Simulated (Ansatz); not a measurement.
## Single-point calculation, with input and output: HfC

System: HfC (Fm-3m, 2 atoms in the cell).
Method: DFT, PBE, plane waves, PAW, spin-orbit coupling (Ansatz 0.2.0).

The structure was built on a prototype by a generator; it need not be a known phase. Figures and captions count atoms from 1; the log counts them from 0 in places.

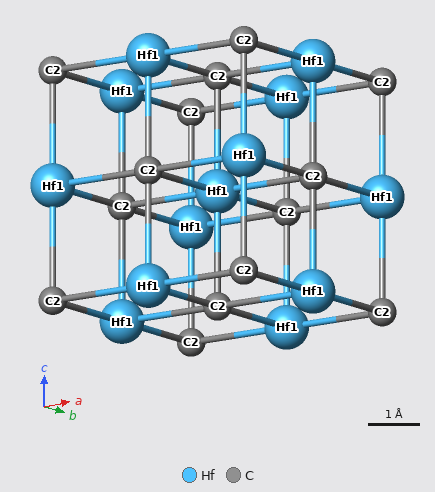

The structure (ball-and-stick view of the cell 4 times as large as that of the calculation, set on its symmetry axes, seen at an oblique angle; atoms are numbered from 1 in the order of the input). An atom can appear more than once, as a periodic image.

## Input file
```yaml
crystal:
  lattice:
    - [0.0, 2.3237547691, 2.3237547691]
    - [2.3237547691, 0.0, 2.3237547691]
    - [2.3237547691, 2.3237547691, 0.0]
  atoms:
    - { symbol: Hf, position: [0.5, 0.5, 0.5] }
    - { symbol: C, position: [0.0, 0.0, 0.0] }
basis:
  ecutwfc: 420
  ecutrho_ratio: 6
kpoints:
  mp_grid: { grid: [15, 15, 15] }
hamiltonian:
  xc: pbe
scf:
  occupations: { method: gaussian, width: 0.05 }
output:
  forces: true
  stress: true
  write_density: true
  write_potential: true
  elf: true
  volumetric_format: npy
magnetization:
  noncollinear: true
  spin_orbit: true
```

Launch command:
```bash
ansatz run input.yaml --threads 4 --pin off --max-ram 7168MiB --backend cpu --events-out ev --progress --plain --runs-dir out
```

## What the program printed
```
Engine: ansatz 0.2.0, aarch64-unknown-linux-gnu
Pseudopotentials: kind: paw_fr
Pseudopotential: Hf, paw_fr, valence charge 26, recommended cutoff 420 eV (normal), Hf.paw.azcp#standard-fr
Pseudopotential: C, paw_fr, valence charge 4, recommended cutoff 420 eV (normal), C.paw.azcp#standard-fr
Functional definition: PBE
  parameter kappa = 0.804
  parameter beta = 0.06672455060314922
  exchange = pbe_x(kappa = kappa, mu = beta*pi^2/3)
  correlation = pbe_c(beta = beta)
non-collinear run that drives no moment, with spin-orbit: no starting moment large enough to seed its density (crystal.atoms[].spin), no starting occupations that ask for one, no magnetisation constraint and no magnetic field, so the semilocal B_xc is pinned to zero
Crystal: 2 atoms, lattice volume = 25.096 Å³
Basis set: ecut = 420 eV, 531 PW (Γ), exchange–correlation on 54×54×54 points (8 copies of the dense FFT grid, shifted against one another)
Bands: 38, of which v1, the nominal top of the filled ones, is band 30 counted from 1 (29 counted from 0)
Symmetry: 48 space group operations + 48 with time reversal
Magnetic group: BNS 225.117 (UNI 1619), of the structure as read, at distance tolerance 2.9e-5 Å
k-points: 120 of 3375
Projection manifold: j_resolved (fully-relativistic pseudo-atomic orbitals)
Non-local potential: Hf, projectors of the file, l = 0: 3, l = 1: 4, l = 2: 4, l = 3: 6
Non-local potential: C, projectors of the file, l = 0: 2, l = 1: 4, l = 2: 2
PAW form: soft (Blöchl's): semilocal exchange-correlation on the pseudo side does not see the compensation charge
PAW one-centre angular grid: Hf, 590 points (default); XC on 64 Gauss nodes
PAW one-centre angular grid: C, 110 points (default); XC on 64 Gauss nodes
Initial density: superposition of atomic densities (chi_scale 0.1, normalization cell, long waves kept (reshape's long-wave potential 0.00 eV rms))
Initial wavefunctions: pseudopotential atomic-orbital guess
Functional: x = pbe(κ = 0.804, μ = 0.2195149727645171), c = pbe(β = 0.06672455060314922)
SCF iter   1: F=—  HF=-15993.411562 eV  |F-HF|=—  |Δ(HF+E_count)|=         —  Δρ=9.26e-2  dr2=2.95e0  dr2_m=0.00e0 (ungated)  ethr=3.10e-3  |M|=0.00e0 ∫|m|=0.00e0 μB  |m|>n=0.0e0 m-floor=0.0e0 τ_xc=0.0e0  β_m=0.30  ⟨swp⟩=5.3  Hψ=9289  notcnv=0  defer=14
preconditioner: auto → Kerker (q_TF=auto, 2.811 Å⁻¹)  [metal: Δε(μ)=0.014 eV  Ē_g=17.724 eV  σ=0.050 eV  W_gap=0.15  n_scr=14 (ndim 8)  ℏωp=39.2 eV  f_vac=0.000  D(μ)=0.30/eV (n_scr^D=0)]
spin=Noncollinear: Kerker preconditioning applied to the charge; magnetization (m_x, m_y, m_z) channels mix plain (no charge-response kernel on spin).
SCF iter   2: F=—  HF=-15992.993350 eV  |F-HF|=—  |Δ(HF+E_count)|=   4.18e-1  Δρ=5.56e-2  dr2=1.01e0  dr2_m=0.00e0 (ungated)  ethr=3.10e-3  |M|=0.00e0 ∫|m|=0.00e0 μB  |m|>n=0.0e0 m-floor=0.0e0 τ_xc=0.0e0  β_m=0.50  ⟨swp⟩=2.1  Hψ=3135  notcnv=0  defer=304
SCF iter   3: F=—  HF=-15992.778486 eV  |F-HF|=—  |Δ(HF+E_count)|=   2.15e-1  Δρ=1.61e-2  dr2=4.04e-2  dr2_m=0.00e0 (ungated)  ethr=3.10e-3  |M|=0.00e0 ∫|m|=0.00e0 μB  |m|>n=0.0e0 m-floor=0.0e0 τ_xc=0.0e0  β_m=0.53  ⟨swp⟩=2.0  Hψ=3332  notcnv=0  defer=298
SCF iter   4: F=—  HF=-15992.775821 eV  |F-HF|=—  |Δ(HF+E_count)|=   2.66e-3  Δρ=8.60e-3  dr2=8.91e-3  dr2_m=0.00e0 (ungated)  ethr=1.35e-4  |M|=0.00e0 ∫|m|=0.00e0 μB  |m|>n=0.0e0 m-floor=0.0e0 τ_xc=0.0e0  β_m=0.65  ⟨swp⟩=2.1  Hψ=4599  notcnv=0  defer=304
SCF iter   5: F=—  HF=-15992.777666 eV  |F-HF|=—  |Δ(HF+E_count)|=   1.84e-3  Δρ=1.98e-3  dr2=4.56e-4  dr2_m=0.00e0 (ungated)  ethr=2.97e-5  |M|=0.00e0 ∫|m|=0.00e0 μB  |m|>n=0.0e0 m-floor=0.0e0 τ_xc=0.0e0  β_m=0.82  ⟨swp⟩=2.0  Hψ=4357  notcnv=0  defer=304
SCF iter   6: F=—  HF=-15992.777541 eV  |F-HF|=—  |Δ(HF+E_count)|=   1.25e-4  Δρ=4.79e-4  dr2=5.98e-5  dr2_m=0.00e0 (ungated)  ethr=1.52e-6  |M|=0.00e0 ∫|m|=0.00e0 μB  |m|>n=0.0e0 m-floor=0.0e0 τ_xc=0.0e0  β_m=0.91  ⟨swp⟩=2.1  Hψ=3474  notcnv=0  defer=304
SCF iter   7: F=—  HF=-15992.777545 eV  |F-HF|=—  |Δ(HF+E_count)|=   4.27e-6  Δρ=1.42e-4  dr2=5.14e-6  dr2_m=0.00e0 (ungated)  ethr=1.99e-7  |M|=0.00e0 ∫|m|=0.00e0 μB  |m|>n=0.0e0 m-floor=0.0e0 τ_xc=0.0e0  β_m=0.96  ⟨swp⟩=2.1  Hψ=4020  notcnv=0  defer=304
SCF iter   8: F=—  HF=-15992.777545 eV  |F-HF|=—  |Δ(HF+E_count)|=   3.34e-7  Δρ=2.64e-5  dr2=1.52e-7  dr2_m=0.00e0 (ungated)  ethr=1.71e-8  |M|=0.00e0 ∫|m|=0.00e0 μB  |m|>n=0.0e0 m-floor=0.0e0 τ_xc=0.0e0  β_m=0.98  ⟨swp⟩=2.1  Hψ=3976  notcnv=0  defer=304
SCF iter   9: F=-15992.777545 eV  HF=-15992.777545 eV  |F-HF|=8.47e-9  |Δ(HF+E_count)|=   3.91e-8  Δρ=6.01e-6  dr2=8.57e-9  dr2_m=0.00e0 (ungated)  ethr=3.33e-10  |M|=0.00e0 ∫|m|=0.00e0 μB  |m|>n=0.0e0 m-floor=0.0e0 τ_xc=0.0e0  ⟨swp⟩=14.3  Hψ=17261  notcnv=0
SCF 1 converged in 9 iterations: F = -15992.777545 eV  dr2 = 8.57e-9
  Residual-converged pass: ⟨swp⟩=3.3  Hψ=4744  notcnv=0  max |occ|·‖R‖ = 7.0e-9 eV (tolerance 1.0e-8 eV)  dr2=8.57e-9  dr2_m=0.00e0 (ungated)  dr2_onsite=1.49e-8  max |Δocc| = 8.6e-11
  greatest PAW one-centre occupation: 0.998 electrons in one spin orbital (limit 2), on the Hf atom at site 0 (counted from 0), in its partial waves of l = 0
SCF converged after 9 iterations
Magnetization: |M| = 0.0000 μB,  M = (+0.0000, +0.0000, +0.0000) μB
Absolute magnetization: 0.0000 μB (∫|m|)
  site 0: m = (+0.0000, +0.0000, +0.0000) μB, |m| = 0.0000 μB  (R = 0.96 Å)
  site 1: m = (+0.0000, +0.0000, +0.0000) μB, |m| = 0.0000 μB  (R = 0.96 Å)
Free energy (F): -15992.777545 eV
Harris-Foulkes:  -15992.777545 eV  (|F-HF|=8.47e-9)
Internal energy: -15992.776979 eV  (E = F + TS)
E sigma→0 (E₀):  -15992.777262 eV
Entropy (-TS):   -0.000566 eV (-0.283 meV/atom)
Fermi energy:    20.182957 eV
--- Per-component energies (eV) ---
  E_band       = 112.803077
  E_kinetic    = 511.697679
  E_local      = -4981.868821  (includes V_loc(G=0)·N_el)
  E_nonlocal   = -1218.391268
  E_hartree    = 2355.803852
  E_xc         = -348.647028
  E_vxc        = -326.951651  (∫ρ·V_xc dr)
  E_paw        = -7045.110402  (= ΣΔE_a)
  E_vpaw       = 1416.714809  (= ΣTr[D̂ρ^β])
  E_aug_tail   = 0.000001  (compensation charges beyond the density's cutoff)
  E_ewald      = -5266.260991
  E_smearing   = -0.000566  (= −TS)
  E_closure    = 0.000000  (closes the sum)
  Σ components = -15992.777545   (vs F -15992.777545, Δ=0.00e0)
--- Forces (eV/Å), atoms counted from 1 ---
  atom   1  Hf     0.00000000    -0.00000000     0.00000000
  atom   2  C      0.00000000    -0.00000000     0.00000000
  max |Σ_I F_I| component: 4.39e-29 eV/Å
--- Stress (GPa, compression-positive) ---
       -0.108325      -0.000000       0.000000
        0.000000      -0.108325      -0.000000
        0.000000       0.000000      -0.108325
  P = ⅓ Tr σ = -0.1083 GPa (-1.083 kbar)
--- Band table (eV; the first three rows and the last of 120) ---
  k-point 0: bands = ["-40.8365", "-40.8365", "-15.0373", "-15.0373", "-7.2066", "-7.2066", "-7.2066", "-7.2066", "7.8261", "7.8261", "8.2822", "8.2822", "8.2822", "8.2822", "8.2915", "8.2915", "9.9790", "9.9790", "10.0206", "10.0206", "10.0428", "10.0428", "10.0428", "10.0428", "21.0756", "21.0756", "21.2588", "21.2588", "21.2588", "21.2588", "21.4245", "21.4245", "21.4245", "21.4245", "21.7195", "21.7195", "23.5788", "23.5788"]
  k-point 1: bands = ["-40.8347", "-40.8347", "-15.0442", "-15.0442", "-7.2350", "-7.2350", "-7.2102", "-7.2102", "7.9335", "7.9335", "8.2828", "8.2828", "8.2864", "8.2864", "8.2915", "8.2915", "9.9816", "9.9816", "10.0208", "10.0208", "10.0422", "10.0422", "10.0426", "10.0426", "20.3503", "20.3503", "20.6105", "20.6105", "20.6263", "20.6263", "21.7505", "21.7505", "21.7610", "21.7610", "22.1423", "22.1423", "24.1272", "24.1272"]
  k-point 2: bands = ["-40.8297", "-40.8297", "-15.0639", "-15.0639", "-7.3140", "-7.3140", "-7.2204", "-7.2204", "8.1939", "8.1939", "8.2845", "8.2845", "8.2913", "8.2913", "8.3491", "8.3491", "9.9895", "9.9895", "10.0214", "10.0214", "10.0407", "10.0407", "10.0428", "10.0428", "19.2193", "19.2193", "19.7330", "19.7330", "19.7739", "19.7739", "22.1271", "22.1271", "22.1410", "22.1410", "22.5767", "22.5767", "25.2808", "25.2808"]
  k-point 119: bands = ["-40.7819", "-40.7819", "-15.2436", "-15.2436", "-7.7331", "-7.7331", "-7.5788", "-7.5788", "8.2775", "8.2775", "8.2874", "8.2874", "8.2992", "8.2992", "9.9047", "9.9047", "10.0206", "10.0206", "10.0317", "10.0317", "10.0425", "10.0425", "10.6215", "10.6215", "16.8846", "16.8846", "17.3071", "17.3071", "17.7693", "17.7693", "23.4673", "23.4673", "24.1666", "24.1666", "26.8455", "26.8455", "27.3878", "27.3878"]
```

## File rho_z.tsv
```
# z_ang	rho[e/angstrom^3]	m_x[e/angstrom^3]	m_y[e/angstrom^3]	m_z[e/angstrom^3]	m_norm[e/angstrom^3]
# format = ansatz-planar-average/11
# lattice	0.000000000	2.323754769	2.323754769
# lattice	2.323754769	0.000000000	2.323754769
# lattice	2.323754769	2.323754769	0.000000000
# sites	2
# site	72	2.323754769	2.323754769	2.323754769
# site	6	0.000000000	0.000000000	0.000000000
0.000000	4.916305e-1	0.000000e0	0.000000e0	0.000000e0	0.000000e0
0.121714	4.891109e-1	0.000000e0	0.000000e0	0.000000e0	0.000000e0
0.243429	4.823181e-1	0.000000e0	0.000000e0	0.000000e0	0.000000e0
0.365143	4.750404e-1	0.000000e0	0.000000e0	0.000000e0	0.000000e0
0.486857	4.771845e-1	0.000000e0	0.000000e0	0.000000e0	0.000000e0
0.608571	5.068421e-1	0.000000e0	0.000000e0	0.000000e0	0.000000e0
0.730286	5.895332e-1	0.000000e0	0.000000e0	0.000000e0	0.000000e0
0.852000	7.535947e-1	0.000000e0	0.000000e0	0.000000e0	0.000000e0
0.973714	1.020798e0	0.000000e0	0.000000e0	0.000000e0	0.000000e0
1.095429	1.393048e0	0.000000e0	0.000000e0	0.000000e0	0.000000e0
1.217143	1.840214e0	0.000000e0	0.000000e0	0.000000e0	0.000000e0
1.338857	2.297176e0	0.000000e0	0.000000e0	0.000000e0	0.000000e0
1.460571	2.675955e0	0.000000e0	0.000000e0	0.000000e0	0.000000e0
1.582286	2.891534e0	0.000000e0	0.000000e0	0.000000e0	0.000000e0
1.704000	2.891534e0	0.000000e0	0.000000e0	0.000000e0	0.000000e0
1.825714	2.675955e0	0.000000e0	0.000000e0	0.000000e0	0.000000e0
1.947428	2.297176e0	0.000000e0	0.000000e0	0.000000e0	0.000000e0
2.069143	1.840214e0	0.000000e0	0.000000e0	0.000000e0	0.000000e0
2.190857	1.393048e0	0.000000e0	0.000000e0	0.000000e0	0.000000e0
2.312571	1.020798e0	0.000000e0	0.000000e0	0.000000e0	0.000000e0
2.434286	7.535947e-1	0.000000e0	0.000000e0	0.000000e0	0.000000e0
2.556000	5.895332e-1	0.000000e0	0.000000e0	0.000000e0	0.000000e0
2.677714	5.068421e-1	0.000000e0	0.000000e0	0.000000e0	0.000000e0
2.799428	4.771845e-1	0.000000e0	0.000000e0	0.000000e0	0.000000e0
2.921143	4.750404e-1	0.000000e0	0.000000e0	0.000000e0	0.000000e0
3.042857	4.823181e-1	0.000000e0	0.000000e0	0.000000e0	0.000000e0
3.164571	4.891109e-1	0.000000e0	0.000000e0	0.000000e0	0.000000e0
```

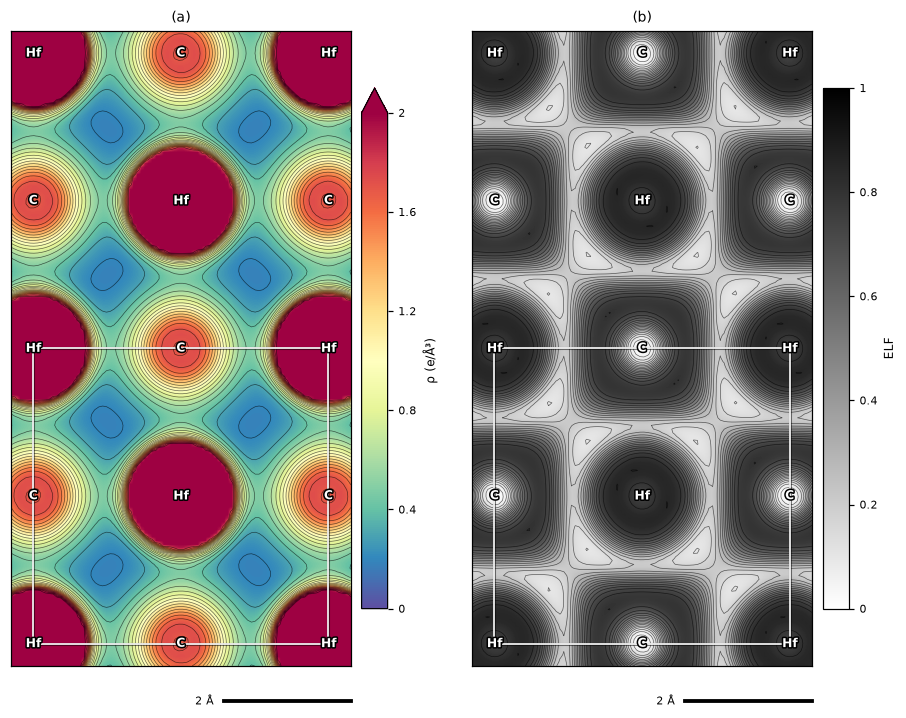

(a) valence pseudo-density; (b) ELF on the (001) plane of the conventional cell. Hf–C (2.32 Å): ρ at the midpoint is about 0.5 e/Å³; the ELF is about 0.25 at the midpoint. Away from the nuclei the density in this plane falls to 0.18 e/Å³ at its lowest. The strong features right at Hf lie inside the PAW spheres (semicore, d or f shells) and say nothing about bonding. In a PAW calculation such maps are meaningful between the atoms, not at the nuclei.

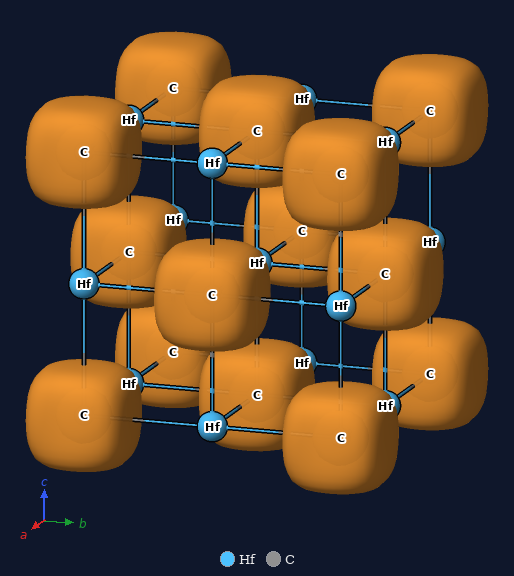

Isosurface of the electron localisation function at 0.65 (orange), seen slightly off an axis. Only the valence region is drawn (cores and ρ < 0.01 e/Å³ removed). Sticks mark near contacts. The outline is the cell set on symmetry axes. Profiles from the grid: Hf–C (2.32 Å): the ELF is about 0.25 at the midpoint.

## Results in brief

```tsv
quantity	value
outcome	converged
space group (tolerance 0.01 Å)	Fm-3m (225)
electrons treated	30
free energy	−15992.7775 eV
Fermi energy	20.183 eV
net moment of the cell	0.00 μB
integrated absolute moment	0.00 μB
pressure	−0.11 GPa
largest force (length of the vector)	under 0.001 eV/Å
hardware	4 threads of Arm Neoverse V2, 24 GiB of memory available, shared host
wall time	9.8 s (CPU time 37 s)
peak memory	0.6 GiB
```

Settings chosen away from the usual ones: kpoints.mp_grid.grid = [15, 15, 15], basis.ecutrho_ratio = 6.
